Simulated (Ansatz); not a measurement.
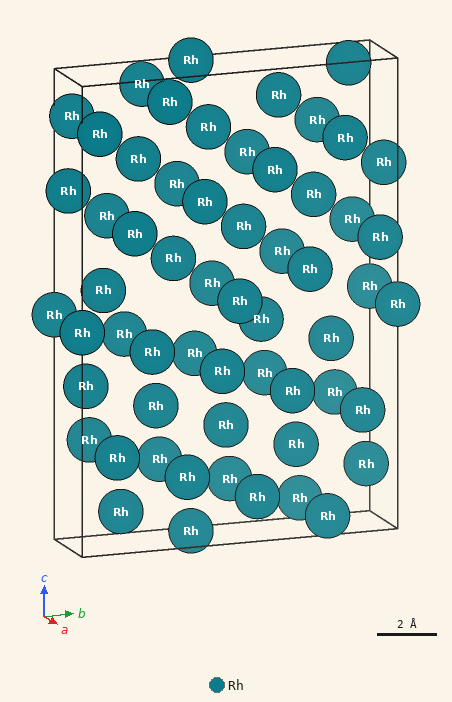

**Figure 1.** The input geometry (spheres-only view of the cell of the calculation, seen slightly off an axis). An atom can appear more than once, as a periodic image.

**Run report: Rh, geometry relaxation (part 1 of 4)**

The run: geometry relaxation of Rh (interface cell, 36 atoms in the cell). Method and program: DFT PBE, scalar-relativistic, plane waves, PAW, no spin polarisation (Ansatz 0.2.0).

The structure derives from an entry of the Crystallography Open Database. It belongs to a series of runs on one base structure; here: symmetric tilt boundary Sigma 9 (4 1 1), mirror between planes, shift [0, 0.5].

## The program's output
```
Engine: ansatz 0.2.0, x86_64-unknown-linux-gnu
Pseudopotentials: kind: paw
Pseudopotential: Rh, paw, valence charge 17, recommended cutoff 420 eV (normal), Rh.paw.azcp
Functional definition: PBE
  parameter kappa = 0.804
  parameter beta = 0.06672455060314922
  exchange = pbe_x(kappa = kappa, mu = beta*pi^2/3)
  correlation = pbe_c(beta = beta)
Crystal: 36 atoms, lattice volume = 514.963 Å³
Basis set: ecut = 420 eV, 10113 PW (Γ), exchange–correlation on 40×160×240 points (8 copies of the dense FFT grid, shifted against one another)
Bands: 368, of which v1, the nominal top of the filled ones, is band 306 counted from 1 (305 counted from 0)
Symmetry: 4 space group operations
Space group: Pmc21 (ITA 26), of the structure as read, at distance tolerance 8.0e-5 Å
k-points: 42 of 96 (time reversal used)
Non-local potential: Rh, projectors of the file, l = 0: 3, l = 1: 2, l = 2: 2, l = 3: 1
PAW form: soft (Blöchl's): semilocal exchange-correlation on the pseudo side does not see the compensation charge
PAW one-centre angular grid: Rh, 590 points (default); XC on 64 Gauss nodes
Initial density: superposition of atomic densities (neutral atoms: chi_scale 0, normalization atom), corrected by the library's trained network
Initial wavefunctions: pseudopotential atomic-orbital guess
Functional: x = pbe(κ = 0.804, μ = 0.2195149727645171), c = pbe(β = 0.06672455060314922)
SCF iter   1: F=—  HF=-230488.085622 eV  |F-HF|=—  |Δ(HF+E_count)|=         —  Δρ=1.33e-2  dr2=1.79e0  ethr=1.77e-3  ⟨swp⟩=5.0  Hψ=51356  notcnv=0  defer=728
preconditioner: auto → Kerker (q_TF=auto, 2.808 Å⁻¹)  [metal: Δε(μ)=0.008 eV  Ē_g=6.239 eV  σ=0.100 eV  W_gap=0.05  n_scr=194 (ndim 8)  ℏωp=29.5 eV  f_vac=0.000  D(μ)=54.47/eV (n_scr^D=688)]
SCF iter   2: F=—  HF=-230488.033047 eV  |F-HF|=—  |Δ(HF+E_count)|=   5.26e-2  Δρ=6.04e-3  dr2=4.71e-1  ethr=2.92e-4  ⟨swp⟩=1.0  Hψ=17808  notcnv=0  defer=753
SCF iter   3: F=—  HF=-230488.015421 eV  |F-HF|=—  |Δ(HF+E_count)|=   1.76e-2  Δρ=1.05e-3  dr2=2.10e-2  ethr=7.69e-5  ⟨swp⟩=1.1  Hψ=13924  notcnv=0  defer=753
SCF iter   4: F=—  HF=-230488.014130 eV  |F-HF|=—  |Δ(HF+E_count)|=   1.29e-3  Δρ=2.89e-4  dr2=1.74e-3  ethr=3.44e-6  ⟨swp⟩=1.0  Hψ=13919  notcnv=0  defer=753
SCF iter   5: F=—  HF=-230488.014031 eV  |F-HF|=—  |Δ(HF+E_count)|=   9.93e-5  Δρ=8.90e-5  dr2=1.67e-4  ethr=2.84e-7  ⟨swp⟩=1.0  Hψ=13920  notcnv=0  defer=753
SCF iter   6: F=—  HF=-230488.014014 eV  |F-HF|=—  |Δ(HF+E_count)|=   1.65e-5  Δρ=2.42e-5  dr2=3.00e-6  ethr=2.72e-8  ⟨swp⟩=1.5  Hψ=14502  notcnv=0  defer=753
SCF iter   7: F=—  HF=-230488.013142 eV  |F-HF|=—  |Δ(HF+E_count)|=   8.72e-4  Δρ=8.78e-6  dr2=6.65e-7  ethr=4.91e-10  ⟨swp⟩=2.1  Hψ=20834  notcnv=0  defer=753
SCF iter   8: F=-230488.013142 eV  HF=-230488.013142 eV  |F-HF|=4.41e-8  |Δ(HF+E_count)|=   6.54e-8  Δρ=2.87e-6  dr2=7.52e-8  ethr=1.63e-11  ⟨swp⟩=12.0  Hψ=104615  notcnv=0
SCF 1 converged in 8 iterations: F = -230488.013142 eV  dr2 = 7.52e-8
  greatest PAW one-centre occupation: 1.000 electrons in one spin orbital (limit 2), on the Rh atom at site 22 (counted from 0), in its partial waves of l = 0
relax step   1: F+E_penalty+E_count = -230488.01314177 eV  Δ(F+E_penalty+E_count) = +0.000e0 eV  max|allowed force component| = 9.568e0 eV/Å  Δτ_max = 0.0000 Å  P = +14.477 GPa  Ω = 514.963 Å³  fix = [a, b, alpha, beta, gamma]  reactions: a +16.043, b +14.825 GPa  (8 SCF iters, dr2 threshold 1.00e-7 eV, accepted)
Crystal: 36 atoms, lattice volume = 521.630 Å³
Basis set: ecut = 420 eV, 10267 PW (Γ), exchange–correlation on 40×160×240 points (8 copies of the dense FFT grid, shifted against one another)
Initial density: handed on by an earlier stage of this run
Initial wavefunctions: those handed on with the density
iter 1 solved again at ethr=1.64e-4 eV; its pass at ethr=3.10e-3 eV (dr2=1.01e0 eV) is discarded
SCF iter   1: F=—  HF=-230497.912877 eV  |F-HF|=—  |Δ(HF+E_count)|=         —  Δρ=2.14e-2  dr2=1.02e0  ethr=1.64e-4  ⟨swp⟩=2.3  Hψ=62336  notcnv=0
preconditioner: auto → Kerker (q_TF=auto, 2.802 Å⁻¹)  [metal: Δε(μ)=0.000 eV  Ē_g=6.042 eV  σ=0.100 eV  W_gap=0.00  n_scr=194 (ndim 8)  ℏωp=29.3 eV  f_vac=0.000  D(μ)=51.66/eV (n_scr^D=662)]
SCF iter   2: F=—  HF=-230497.868759 eV  |F-HF|=—  |Δ(HF+E_count)|=   4.41e-2  Δρ=1.07e-2  dr2=3.01e-1  ethr=1.64e-4  ⟨swp⟩=1.0  Hψ=15456  notcnv=0
SCF iter   3: F=—  HF=-230497.860520 eV  |F-HF|=—  |Δ(HF+E_count)|=   8.24e-3  Δρ=1.47e-3  dr2=1.73e-2  ethr=4.91e-5  ⟨swp⟩=2.4  Hψ=28136  notcnv=0
SCF iter   4: F=—  HF=-230497.859350 eV  |F-HF|=—  |Δ(HF+E_count)|=   1.17e-3  Δρ=4.03e-4  dr2=2.17e-3  ethr=2.82e-6  ⟨swp⟩=1.0  Hψ=15480  notcnv=0
SCF iter   5: F=—  HF=-230497.858349 eV  |F-HF|=—  |Δ(HF+E_count)|=   1.00e-3  Δρ=1.28e-4  dr2=2.34e-4  ethr=3.54e-7  ⟨swp⟩=1.0  Hψ=15456  notcnv=0
SCF iter   6: F=—  HF=-230497.858331 eV  |F-HF|=—  |Δ(HF+E_count)|=   1.79e-5  Δρ=4.58e-5  dr2=1.43e-5  ethr=3.82e-8  ⟨swp⟩=2.3  Hψ=20174  notcnv=0
SCF iter   7: F=-230497.858330 eV  HF=-230497.858331 eV  |F-HF|=9.71e-7  |Δ(HF+E_count)|=   6.05e-8  Δρ=1.63e-5  dr2=1.87e-6  ethr=5.88e-10  ⟨swp⟩=10.4  Hψ=102851  notcnv=0
SCF 2 converged in 7 iterations: F = -230497.858330 eV  dr2 = 1.87e-6
[... from here on the iterations of each SCF are left out, up to the last one ...]
relax step   2: F+E_penalty+E_count = -230497.85832993 eV  Δ(F+E_penalty+E_count) = -9.845e0 eV  max|allowed force component| = 1.487e0 eV/Å  Δτ_max = 0.1930 Å  P = +1.974 GPa  Ω = 521.630 Å³  energy of the carried Pulay correction = -4.792e-3 eV  fix = [a, b, alpha, beta, gamma]  reactions: a +1.383, b +3.486 GPa  (7 SCF iters, dr2 threshold 3.60e-6 eV, accepted)
Crystal: 36 atoms, lattice volume = 522.743 Å³
Basis set: ecut = 420 eV, 10319 PW (Γ), exchange–correlation on 40×160×240 points (8 copies of the dense FFT grid, shifted against one another)
preconditioner: auto → Kerker (q_TF=auto, 2.801 Å⁻¹)  [metal: Δε(μ)=0.002 eV  Ē_g=6.020 eV  σ=0.100 eV  W_gap=0.01  n_scr=194 (ndim 8)  ℏωp=29.2 eV  f_vac=0.000  D(μ)=50.22/eV (n_scr^D=642)]
SCF 3 converged in 7 iterations: F = -230498.514307 eV  dr2 = 2.66e-6
relax step   3: F+E_penalty+E_count = -230498.51430723 eV  Δ(F+E_penalty+E_count) = -6.560e-1 eV  max|allowed force component| = 3.076e-1 eV/Å  Δτ_max = 0.2000 Å  P = +0.813 GPa  Ω = 522.743 Å³  energy of the carried Pulay correction = -5.587e-3 eV  fix = [a, b, alpha, beta, gamma]  reactions: a +0.305, b +1.456 GPa  (7 SCF iters, dr2 threshold 3.60e-6 eV, accepted)
Crystal: 36 atoms, lattice volume = 526.828 Å³
Basis set: ecut = 420 eV, 10363 PW (Γ), exchange–correlation on 40×160×240 points (8 copies of the dense FFT grid, shifted against one another)
preconditioner: auto → Kerker (q_TF=auto, 2.797 Å⁻¹)  [metal: Δε(μ)=0.001 eV  Ē_g=5.975 eV  σ=0.100 eV  W_gap=0.01  n_scr=194 (ndim 8)  ℏωp=29.1 eV  f_vac=0.000  D(μ)=51.25/eV (n_scr^D=654)]
SCF 4 converged in 7 iterations: F = -230498.439983 eV  dr2 = 8.62e-7
relax step   4: F+E_penalty+E_count = -230498.43998347 eV  Δ(F+E_penalty+E_count) = +7.432e-2 eV  max|allowed force component| = 3.575e-1 eV/Å  Δτ_max = 0.1184 Å  P = -0.351 GPa  Ω = 526.828 Å³  energy of the carried Pulay correction = -8.487e-3 eV  fix = [a, b, alpha, beta, gamma]  (7 SCF iters, dr2 threshold 3.60e-6 eV, rejected (line search))
Crystal: 36 atoms, lattice volume = 523.911 Å³
Basis set: ecut = 420 eV, 10331 PW (Γ), exchange–correlation on 40×160×240 points (8 copies of the dense FFT grid, shifted against one another)
preconditioner: auto → Kerker (q_TF=auto, 2.800 Å⁻¹)  [metal: Δε(μ)=0.006 eV  Ē_g=6.005 eV  σ=0.100 eV  W_gap=0.04  n_scr=194 (ndim 8)  ℏωp=29.2 eV  f_vac=0.000  D(μ)=49.89/eV (n_scr^D=642)]
SCF 5 converged in 10 iterations: F = -230498.619440 eV  dr2 = 7.56e-10
relax step   5: F+E_penalty+E_count = -230498.61943990 eV  Δ(F+E_penalty+E_count) = -1.051e-1 eV  max|allowed force component| = 6.534e-2 eV/Å  Δτ_max = 0.0592 Å  P = +0.267 GPa  Ω = 523.911 Å³  energy of the carried Pulay correction = -6.419e-3 eV  fix = [a, b, alpha, beta, gamma]  reactions: a -0.062, b +0.770 GPa  (10 SCF iters, accepted)
Crystal: 36 atoms, lattice volume = 523.899 Å³
preconditioner: auto → Kerker (q_TF=auto, 2.800 Å⁻¹)  [metal: Δε(μ)=0.005 eV  Ē_g=6.003 eV  σ=0.100 eV  W_gap=0.03  n_scr=194 (ndim 8)  ℏωp=29.2 eV  f_vac=0.000  D(μ)=50.35/eV (n_scr^D=642)]
SCF 6 converged in 6 iterations: F = -230498.622040 eV  dr2 = 1.41e-7
relax step   6: F+E_penalty+E_count = -230498.62203955 eV  Δ(F+E_penalty+E_count) = -2.600e-3 eV  max|allowed force component| = 1.679e-2 eV/Å  Δτ_max = 0.0113 Å  P = +0.229 GPa  Ω = 523.899 Å³  energy of the carried Pulay correction = -6.410e-3 eV  fix = [a, b, alpha, beta, gamma]  reactions: a -0.054, b +0.726 GPa  (6 SCF iters, dr2 threshold 2.67e-7 eV, accepted)
Initial wavefunctions: pseudopotential atomic-orbital guess (no wavefunctions were taken with the density)
iter 1 solved again at ethr=9.67e-8 eV; its pass at ethr=3.10e-3 eV (dr2=5.92e-4 eV) is discarded
SCF iter   1: F=—  HF=-230498.627342 eV  |F-HF|=—  |Δ(HF+E_count)|=         —  Δρ=3.55e-4  dr2=1.66e-5  ethr=9.67e-8  ⟨swp⟩=4.0  Hψ=86393  notcnv=0
preconditioner: auto → Kerker (q_TF=auto, 2.800 Å⁻¹)  [metal: Δε(μ)=0.005 eV  Ē_g=6.003 eV  σ=0.100 eV  W_gap=0.03  n_scr=194 (ndim 8)  ℏωp=29.2 eV  f_vac=0.000  D(μ)=50.33/eV (n_scr^D=642)]
SCF iter   2: F=—  HF=-230498.627791 eV  |F-HF|=—  |Δ(HF+E_count)|=   4.49e-4  Δρ=1.80e-4  dr2=4.17e-6  ethr=2.71e-9  ⟨swp⟩=2.0  Hψ=19400  notcnv=0
SCF iter   3: F=—  HF=-230498.628227 eV  |F-HF|=—  |Δ(HF+E_count)|=   4.36e-4  Δρ=5.49e-6  dr2=3.27e-8  ethr=6.81e-10  ⟨swp⟩=1.6  Hψ=22952  notcnv=0
SCF iter   4: F=—  HF=-230498.628227 eV  |F-HF|=—  |Δ(HF+E_count)|=   2.90e-7  Δρ=8.43e-7  dr2=6.49e-9  ethr=5.34e-12  ⟨swp⟩=2.0  Hψ=24462  notcnv=0
SCF iter   5: F=—  HF=-230498.628227 eV  |F-HF|=—  |Δ(HF+E_count)|=  2.91e-10  Δρ=3.18e-7  dr2=1.84e-9  ethr=1.06e-12  ⟨swp⟩=1.0  Hψ=15456  notcnv=0
SCF iter   6: F=-230498.628227 eV  HF=-230498.628227 eV  |F-HF|=2.91e-11  |Δ(HF+E_count)|=  1.16e-10  Δρ=1.40e-7  dr2=1.41e-10  ethr=1.00e-12  ⟨swp⟩=6.4  Hψ=66620  notcnv=0
SCF 7 converged in 6 iterations: F = -230498.628227 eV  dr2 = 1.41e-10
relax step   7: F+E_penalty+E_count = -230498.62822732 eV  Δ(F+E_penalty+E_count) = -6.188e-3 eV  max|allowed force component| = 1.689e-2 eV/Å  Δτ_max = 0.0000 Å  P = +0.220 GPa  Ω = 523.899 Å³  fix = [a, b, alpha, beta, gamma]  reactions: a -0.065, b +0.716 GPa  stress off target by 9.48e-3 GPa on what of the cell is left free  SCF on the basis re-selected at this cell (its energy is not comparable with the rows above)  (6 SCF iters)
```

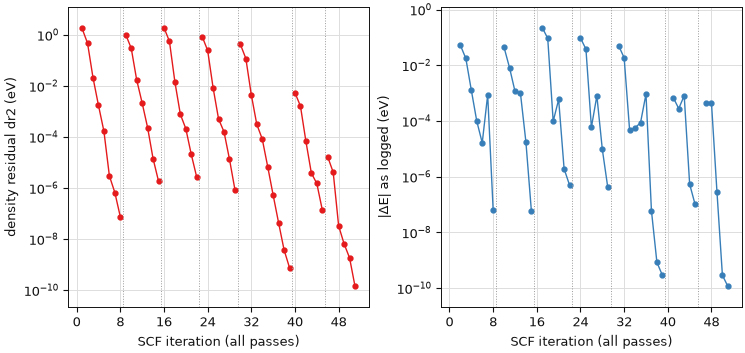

**Figure 2.** Convergence of the self-consistent field: density residual dr2 and size of the energy change against the SCF iteration. The dotted lines part the SCF passes of the relaxation: geometry steps, rejected trials and re-solves on a re-selected basis. The 7 passes take 6 to 10 iterations each, 51 in all.

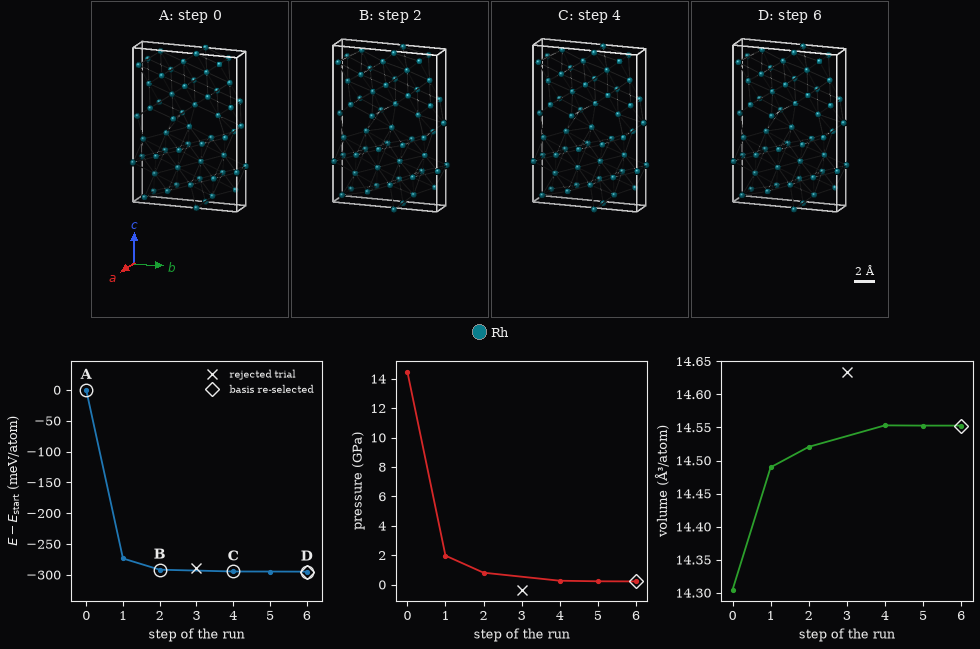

**Figure 3.** Frames of the relaxation (ball-and-stick view of the cell of the calculation (origin shifted), seen slightly off an axis) above the curves, on which the letters mark them (the first geometry is step 0 here and step 1 in the log).

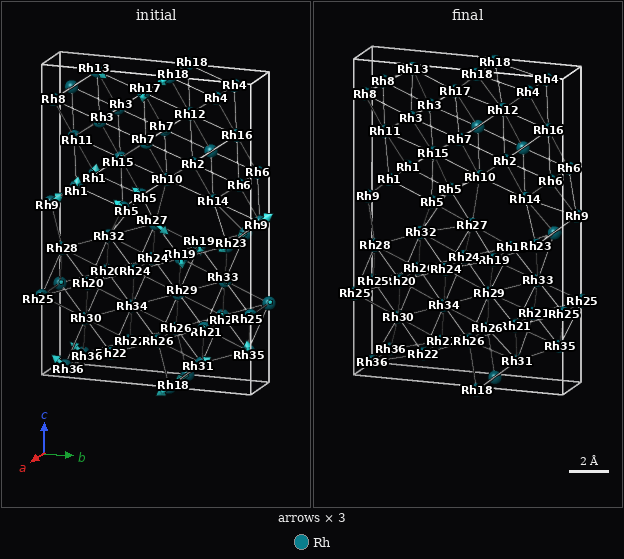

**Figure 4.** Before (left) and after (right) the relaxation, at one scale (ball-and-stick view of the cell of the calculation (origin shifted), seen slightly off an axis). The teal arrows give the displacements (without the part carried along by the change of the cell), magnified 3 times. The largest moves relative to the cell, 0.32 Å, are those of Rh9, Rh18, Rh27 and Rh36. Cell: a stays at 2.708 Å, b stays at 11.490 Å, c 16.549 → 16.836 Å (+1.7 %). Volume +1.7 %. Among the contacts that change: Rh13–Rh36 2.140 → 2.596 Å, Rh22–Rh36 2.708 → 2.896 Å, Rh13–Rh17 2.708 → 2.530 Å, Rh10–Rh27 2.487 → 2.627 Å. Over 5 geometry steps the energy falls by 295 meV per atom. Largest force component: 9.6 eV/Å at the start, 0.017 eV/Å at the end. The pressure goes from 14.48 to 0.22 GPa. The line search rejected the trial step at point 3 (counted from 0) and went back. A last SCF at the same geometry on a re-selected plane-wave basis shifts the energy by −0.2 meV per atom. (Atoms are counted from 1 in the order of the input.)

```
basis re-selected at this cell: Δ(F+E_penalty+E_count) = -6.188e-3 eV, ΔP = -0.009 GPa vs the last step (what re-selecting the basis moved, of the pressure what is left beyond the Pulay correction that the steps carried, after the strain that the cell walked since its last selection, with what the two solves' SCF thresholds leave and, on support functions, any second-order correction that the steps lacked; it is no measure of the basis error at this ecutwfc). This SCF's stress stands 9.48e-3 GPa from its target on what of the cell is left free (relax.cell.stress_tol is 1.00e-1 GPa) and its largest allowed force component is 1.69e-2 eV/Å (relax.f_tol is 2.00e-2 eV/Å): within both
SCF converged after 6 iterations
Free energy (F): -230498.628227 eV
Harris-Foulkes:  -230498.628227 eV  (|F-HF|=2.91e-11)
Internal energy: -230498.376590 eV  (E = F + TS)
E sigma→0 (E₀):  -230498.502408 eV
Entropy (-TS):   -0.251638 eV (-6.990 meV/atom)
Fermi energy:    20.827259 eV
--- Per-component energies (eV) ---
  E_band       = -3933.806462
  E_kinetic    = 20619.873484
  E_local      = -61058.987333  (includes V_loc(G=0)·N_el)
  E_nonlocal   = 12776.415541
  E_hartree    = 21753.197964
  E_xc         = -7977.045475
  E_vxc        = -10012.925371  (∫ρ·V_xc dr)
  E_paw        = -129132.084742  (= ΣΔE_a)
  E_vpaw       = -9764.610497  (= ΣTr[D̂ρ^β])
  E_aug_tail   = 0.031220  (compensation charges beyond the density's cutoff)
  E_ewald      = -87479.777248
  E_smearing   = -0.251638  (= −TS)
  E_closure    = 0.000000  (closes the sum)
  Σ components = -230498.628227   (vs F -230498.628227, Δ=0.00e0)
--- Forces (eV/Å), atoms counted from 1 ---
  atom   1  Rh    -0.00000000    -0.01667274    -0.00273531
  atom   2  Rh     0.00000000     0.00117518     0.00253602
  atom   3  Rh     0.00000000    -0.00826284    -0.00166432
  atom   4  Rh     0.00000000    -0.00305014     0.00270174
  atom   5  Rh    -0.00000000    -0.00132954     0.00106171
  atom   6  Rh     0.00000000     0.00210093    -0.00293951
  atom   7  Rh     0.00000000    -0.00661555     0.00060482
  atom   8  Rh     0.00000000     0.00369898    -0.00202898
  atom   9  Rh     0.00000000     0.00433311    -0.00035396
  atom  10  Rh     0.00000000    -0.00369395     0.00222716
  atom  11  Rh     0.00000000     0.00648046    -0.00072234
  atom  12  Rh     0.00000000    -0.00214106     0.00258576
  atom  13  Rh     0.00000000     0.00145911    -0.00104166
  atom  14  Rh     0.00000000     0.00282751    -0.00229989
  atom  15  Rh     0.00000000     0.00802732     0.00176497
  atom  16  Rh     0.00000000    -0.00112142    -0.00272250
  atom  17  Rh     0.00000000     0.01689152     0.00266156
  atom  18  Rh     0.00000000    -0.00410691     0.00051262
  atom  19  Rh    -0.00000000    -0.01667274     0.00273531
  atom  20  Rh     0.00000000     0.00117518    -0.00253602
  atom  21  Rh     0.00000000    -0.00826284     0.00166432
  atom  22  Rh     0.00000000    -0.00305014    -0.00270174
  atom  23  Rh    -0.00000000    -0.00132954    -0.00106171
  atom  24  Rh     0.00000000     0.00210093     0.00293951
  atom  25  Rh     0.00000000    -0.00661555    -0.00060482
  atom  26  Rh     0.00000000     0.00369898     0.00202898
  atom  27  Rh     0.00000000     0.00433311     0.00035396
  atom  28  Rh     0.00000000    -0.00369395    -0.00222716
  atom  29  Rh     0.00000000     0.00648046     0.00072234
  atom  30  Rh     0.00000000    -0.00214106    -0.00258576
  atom  31  Rh     0.00000000     0.00145911     0.00104166
  atom  32  Rh     0.00000000     0.00282751     0.00229989
  atom  33  Rh     0.00000000     0.00802732    -0.00176497
  atom  34  Rh     0.00000000    -0.00112142     0.00272250
  atom  35  Rh     0.00000000     0.01689152    -0.00266156
  atom  36  Rh     0.00000000    -0.00410691    -0.00051262
  max |Σ_I F_I| component: 4.58e-9 eV/Å
--- Stress (GPa, compression-positive) ---
       -0.065302       0.000000       0.000000
        0.000000       0.715817       0.000000
        0.000000       0.000000       0.009483
  P = ⅓ Tr σ = 0.2200 GPa (2.200 kbar)
--- Band table (eV; the first three rows and the last of 42) ---
```
